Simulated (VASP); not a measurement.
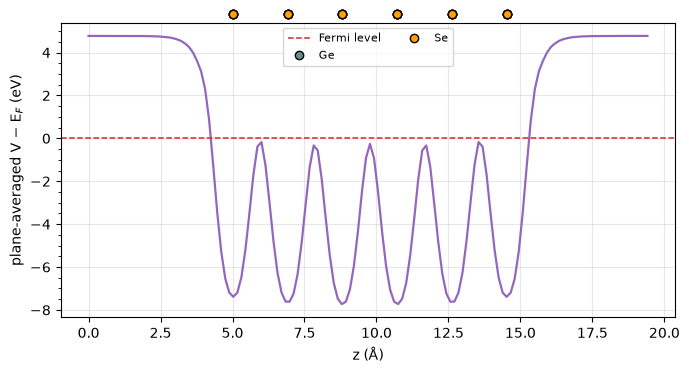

The picture shows: GeSe (slab). Plane average of the electrostatic potential energy of an electron across the slab. Circles mark the heights of the atoms.

Not relaxed (largest force 1.0 eV/Å).

Level of theory: VASP, Kohn-Sham DFT of a periodic cell, PBEsol, VASP PAW PBE potentials, recommended.

Core electrons are frozen (PAW), and the valence fields are smoothed inside the atomic spheres.

```xyz
24
Lattice="4.3800 0.0000 0.0000 0.0000 10.7900 0.0000 0.0000 0.0000 19.5500" Properties=species:S:1:pos:R:3 pbc="T T T"
Ge    3.9157    1.3056    4.9999
Ge    2.6543    6.7006    4.9999
Ge    3.9157    1.3056    8.8200
Ge    2.6543    6.7006    8.8200
Ge    1.7257    4.0894    6.9099
Ge    0.4643    9.4844    6.9099
Ge    3.9157    1.3056   12.6401
Ge    2.6543    6.7006   12.6401
Ge    1.7257    4.0894   10.7300
Ge    0.4643    9.4844   10.7300
Ge    1.7257    4.0894   14.5501
Ge    0.4643    9.4844   14.5501
Se    2.1769    9.1931    4.9999
Se    0.0131    3.7981    4.9999
Se    2.1769    9.1931    8.8200
Se    0.0131    3.7981    8.8200
Se    4.3669    6.9919    6.9099
Se    2.2031    1.5969    6.9099
Se    2.1769    9.1931   12.6401
Se    0.0131    3.7981   12.6401
Se    4.3669    6.9919   10.7300
Se    2.2031    1.5969   10.7300
Se    4.3669    6.9919   14.5501
Se    2.2031    1.5969   14.5501
```

> How far above the Fermi level of the calculation is the vacuum level?

4.8 eV. The slab has a gap, so the Fermi level lies inside it and this isn't a work function in the metallic sense.

> How thick is the slab, and how wide the vacuum?

The outermost nuclei are 9.6 Å apart, in 6 atomic planes; the vacuum between periodic images is 10.0 Å wide.
